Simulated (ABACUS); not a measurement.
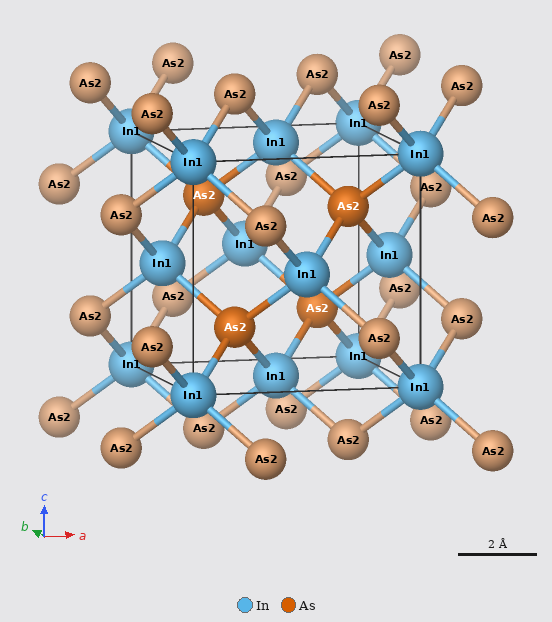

*The input geometry (ball-and-stick view of the cell 4 times as large as that of the calculation, set on its symmetry axes, seen slightly off an axis; neighbours outside the cell are drawn fainter; atoms are numbered from 1 in the order of the input).*

Band-structure run, with input and output: InAs (part 1 of 2)

- system: InAs (F-43m, 2 atoms in the cell)
- method: Kohn-Sham DFT of a periodic cell, BP86, PseudoDojo NC SR 0.5 PBE standard, no spin polarisation (ABACUS 3.10.1)

The structure derives from an entry of the Crystallography Open Database. It belongs to a series of runs on one base structure; here: bands on the converged density.

Input file
```
INPUT_PARAMETERS
suffix              InAs
calculation         nscf
basis_type          pw
pseudo_dir          ./
symmetry            -1
dft_functional      GGA_X_B88+GGA_C_P86
ecutwfc             84.0
pseudo_rcut         10
nspin               1
nbands              24
ks_solver           dav
smearing_method     fd
smearing_sigma      0.00367493
scf_thr             1e-08
scf_nmax            100
mixing_type         broyden
mixing_beta         0.7
init_chg            file
pw_diag_thr         1e-07
out_band            1
kpar                4
```

File STRU
```
ATOMIC_SPECIES
In 114.8180 In.upf
As 74.9216 As.upf

LATTICE_CONSTANT
1.8897261246

LATTICE_VECTORS
0.0000000000 3.0180000000 3.0180000000
3.0180000000 0.0000000000 3.0180000000
3.0180000000 3.0180000000 0.0000000000

ATOMIC_POSITIONS
Direct

In
0.0
1
0.0000000000 0.0000000000 0.0000000000 1 1 1

As
0.0
1
0.7500000000 0.7500000000 0.7500000000 1 1 1
```

File KPT
```
K_POINTS
12
Line
0.00000000 0.00000000 0.00000000 10 // G
0.50000000 0.00000000 0.50000000 10 // X
0.50000000 0.25000000 0.75000000 10 // W
0.37500000 0.37500000 0.75000000 10 // K
0.00000000 0.00000000 0.00000000 10 // G
0.50000000 0.50000000 0.50000000 10 // L
0.62500000 0.25000000 0.62500000 10 // U
0.50000000 0.25000000 0.75000000 10 // W
0.50000000 0.50000000 0.50000000 10 // L
0.37500000 0.37500000 0.75000000 1 // K
0.62500000 0.25000000 0.62500000 10 // U
0.50000000 0.00000000 0.50000000 1 // X
```

Machine: 4 threads of Intel Xeon (Granite Rapids), 16 GiB of memory available, shared host.

Run as:
```bash
OMP_NUM_THREADS=1 mpirun -np 4 abacus > log
```

The program's output
```
ABACUS v3.10.1

               Atomic-orbital Based Ab-initio Computation at UStc

 ------------------------------------------------------------------------------------

 READING GENERAL INFORMATION
                           global_out_dir = OUT.InAs/
                           global_in_card = INPUT
                               pseudo_dir = ./
                              orbital_dir =
                                    DSIZE = 4
                                    GSIZE = 1

 READING UNITCELL INFORMATION
                                    ntype = 2
                  lattice constant (Bohr) = 1.88973
              lattice constant (Angstrom) = 1

 READING ATOM TYPE 1
                               atom label = In
                      L=0, number of zeta = 1
                      L=1, number of zeta = 1
                      L=2, number of zeta = 1
             number of atom for this type = 1

 READING ATOM TYPE 2
                               atom label = As
                      L=0, number of zeta = 1
                      L=1, number of zeta = 1
                      L=2, number of zeta = 1
             number of atom for this type = 1

                        TOTAL ATOM NUMBER = 2
DIRECT COORDINATES
    atom                   x                   y                   z     mag                  vx                  vy                  vz
taud_In1            0.0000000000        0.0000000000        0.0000000000  0.0000        0.0000000000        0.0000000000        0.0000000000
taud_As1            0.7500000000        0.7500000000        0.7500000000  0.0000        0.0000000000        0.0000000000        0.0000000000

                          Volume (Bohr^3) = 371.009
                             Volume (A^3) = 54.9778

 Lattice vectors: (Cartesian coordinate: in unit of a_0)
                   +0              +3.018              +3.018
               +3.018                  +0              +3.018
               +3.018              +3.018                  +0
 Reciprocal vectors: (Cartesian coordinate: in unit of 2 pi/a_0)
            -0.165673           +0.165673           +0.165673
            +0.165673           -0.165673           +0.165673
            +0.165673           +0.165673           -0.165673
 The esolver type has been set to : ksdft_pw

                PAO radial cut off (Bohr) = 10

 Read in pseudopotential file is In.upf
                     pseudopotential type = NC
          exchange-correlation functional = PBE
                 nonlocal core correction = 1
                        valence electrons = 13
                                     lmax = 2
                           number of zeta = 3
                     number of projectors = 6
                           L of projector = 0
                           L of projector = 0
                           L of projector = 1
                           L of projector = 1
                           L of projector = 2
                           L of projector = 2
 XC functional updated to : GGA_X_B88+GGA_C_P86
          exchange-correlation functional = GGA_X_B88+GGA_C_P86
                PAO radial cut off (Bohr) = 10

 Read in pseudopotential file is As.upf
                     pseudopotential type = NC
          exchange-correlation functional = PBE
                 nonlocal core correction = 1
                        valence electrons = 15
                                     lmax = 2
                           number of zeta = 3
                     number of projectors = 6
                           L of projector = 0
                           L of projector = 0
                           L of projector = 1
                           L of projector = 1
                           L of projector = 2
                           L of projector = 2
 XC functional updated to : GGA_X_B88+GGA_C_P86
          exchange-correlation functional = GGA_X_B88+GGA_C_P86
     initial pseudo atomic orbital number = 18

 SETUP THE ELECTRONS NUMBER
            electron number of element In = 13
      total electron number of element In = 13
            electron number of element As = 15
      total electron number of element As = 15
            AUTOSET number of electrons:  = 28
                           occupied bands = 14
                                   NBANDS = 24
                                   NLOCAL = 18

%%%%%%%%%%%%%%%%%%%%%%%%%%%%%%%%%%%%%%%%%%%%%%%%%%%%%%%%%%%%%%%%%%%%%%%%%%%%%%%%%%%%%%%%%%%%%%%%%%%%%%%%%%
 Warning: the number of valence electrons in pseudopotential > 3 for In: [Kr] 4d10 5s2 5p1
 Warning: the number of valence electrons in pseudopotential > 5 for As: [Ar] 3d10 4s2 4p3
 Pseudopotentials with additional electrons can yield (more) accurate outcomes, but may be less efficient.
 If you're confident that your chosen pseudopotential is appropriate, you can safely ignore this warning.
%%%%%%%%%%%%%%%%%%%%%%%%%%%%%%%%%%%%%%%%%%%%%%%%%%%%%%%%%%%%%%%%%%%%%%%%%%%%%%%%%%%%%%%%%%%%%%%%%%%%%%%%%%

 SETUP THE PLANE WAVE BASIS
 energy cutoff for charge/potential (unit:Ry) = 336
            fft grid for charge/potential = [ 48, 48, 48 ]
                        fft grid division = [ 1, 1, 1 ]
        big fft grid for charge/potential = [ 48, 48, 48 ]
                                     nbxx = 110592
                                     nrxx = 110592

 SETUP PLANE WAVES FOR CHARGE/POTENTIAL
                    number of plane waves = 38709
                         number of sticks = 1507

 PARALLEL PW FOR CHARGE/POTENTIAL
     PROC   COLUMNS(POT)             PW
        1           1507          38709
 --------------- sum -------------------
        1           1507          38709
                            number of |g| = 372
                                  max |g| = 30.3843
                                  min |g| = 0

----------- Double Check Mixing Parameters Begin ------------
mixing_type: broyden
mixing_beta: 0.7
mixing_gg0: 1
mixing_gg0_min: 0.1
mixing_ndim: 8
----------- Double Check Mixing Parameters End ------------

 SETUP K-POINTS
                                    nspin = 1
                                   nkstot = 102
K-POINTS DIRECT COORDINATES
 KPOINTS    DIRECT_X    DIRECT_Y    DIRECT_Z  WEIGHT
       1  0.00000000  0.00000000  0.00000000  1.0000
       2  0.05000000  0.00000000  0.05000000  1.0000
       3  0.10000000  0.00000000  0.10000000  1.0000
       4  0.15000000  0.00000000  0.15000000  1.0000
       5  0.20000000  0.00000000  0.20000000  1.0000
       6  0.25000000  0.00000000  0.25000000  1.0000
       7  0.30000000  0.00000000  0.30000000  1.0000
       8  0.35000000  0.00000000  0.35000000  1.0000
       9  0.40000000  0.00000000  0.40000000  1.0000
      10  0.45000000  0.00000000  0.45000000  1.0000
      11  0.50000000  0.00000000  0.50000000  1.0000
      12  0.50000000  0.02500000  0.52500000  1.0000
      13  0.50000000  0.05000000  0.55000000  1.0000
      14  0.50000000  0.07500000  0.57500000  1.0000
      15  0.50000000  0.10000000  0.60000000  1.0000
      16  0.50000000  0.12500000  0.62500000  1.0000
      17  0.50000000  0.15000000  0.65000000  1.0000
      18  0.50000000  0.17500000  0.67500000  1.0000
      19  0.50000000  0.20000000  0.70000000  1.0000
      20  0.50000000  0.22500000  0.72500000  1.0000
      21  0.50000000  0.25000000  0.75000000  1.0000
      22  0.48750000  0.26250000  0.75000000  1.0000
      23  0.47500000  0.27500000  0.75000000  1.0000
      24  0.46250000  0.28750000  0.75000000  1.0000
      25  0.45000000  0.30000000  0.75000000  1.0000
      26  0.43750000  0.31250000  0.75000000  1.0000
      27  0.42500000  0.32500000  0.75000000  1.0000
      28  0.41250000  0.33750000  0.75000000  1.0000
      29  0.40000000  0.35000000  0.75000000  1.0000
      30  0.38750000  0.36250000  0.75000000  1.0000
[... 72 further k points ...]

           k-point number in this process = 26
       minimum distributed K point number = 25

[... K-POINTS CARTESIAN COORDINATES: 26 rows ...]

[... K-POINTS DIRECT COORDINATES: 26 rows ...]

 SETUP PLANE WAVES FOR WAVE FUNCTIONS
     energy cutoff for wavefunc (unit:Ry) = 84
              fft grid for wave functions = [ 48, 48, 48 ]
                    number of plane waves = 5961
                         number of sticks = 433

 PARALLEL PW FOR WAVE FUNCTIONS
     PROC   COLUMNS(POT)             PW
        1            433           5961
 --------------- sum -------------------
        1            433           5961

 SETUP NONLOCAL PSEUDOPOTENTIALS IN PLANE WAVE BASIS
 In non-local projectors:
 projector 1 L=0
 projector 2 L=0
 projector 3 L=1
 projector 4 L=1
 projector 5 L=2
 projector 6 L=2
 As non-local projectors:
 projector 1 L=0
 projector 2 L=0
 projector 3 L=1
 projector 4 L=1
 projector 5 L=2
 projector 6 L=2
      TOTAL NUMBER OF NONLOCAL PROJECTORS = 36

 Init Non-Local PseudoPotential table :
 Init Non-Local-Pseudopotential done.

                                     npwx = 4909

 Make real space PAO into reciprocal space.
       max mesh points in Pseudopotential = 1001
     dq(describe PAO in reciprocal space) = 0.01
                                    max q = 1104

 number of pseudo atomic orbitals for In is 3
WARNING: norm of atomic wavefunction # 2 of atomic type In is 0.999992, renormalized
WARNING: norm of atomic wavefunction # 3 of atomic type In is 0.998067, renormalized

 number of pseudo atomic orbitals for As is 3
WARNING: norm of atomic wavefunction # 3 of atomic type As is 0.99996, renormalized

 -------------------------------------------
 NONSELF-CONSISTENT
 -------------------------------------------
                                 init_chg = file
 try to read charge from file
 Read in the charge density: OUT.InAs//InAs-CHARGE-DENSITY.restart

 PW ALGORITHM --------------- ION=   1  ELEC=   1--------------------------------
```
